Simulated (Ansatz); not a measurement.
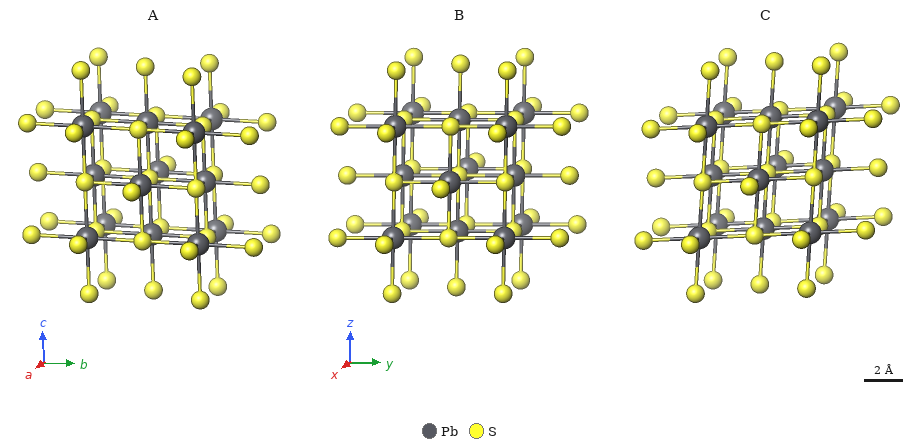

A scan of solid PbS (Fm-3m) along one coordinate. x, y and z are the Cartesian axes of the input. A ball-and-stick model of the conventional cell (4 times the calculation's cell), seen along the a axis, with a slight tilt. Lengths and directions refer to the drawn axes.

Theory: Ansatz 0.2.0, DFT r2SCAN, scalar-relativistic, plane waves, PAW. Set-up: plane-wave cutoff 500 eV; k-point mesh 8 × 8 × 8; occupations gaussian; smearing width 0.05 eV; no spin polarisation. Energies (free energies at the smearing named) are counted from the cell as listed in its source, which wasn't relaxed.

What is being scanned?

The cell is strained in shear in the yz plane, with the atoms kept at their fractional coordinates. In the frames the strain is −0.075 (A), 0.0375 (B), 0.1312 (C). Their energies are 9.6 meV/atom, 2.4 meV/atom, 29.2 meV/atom.
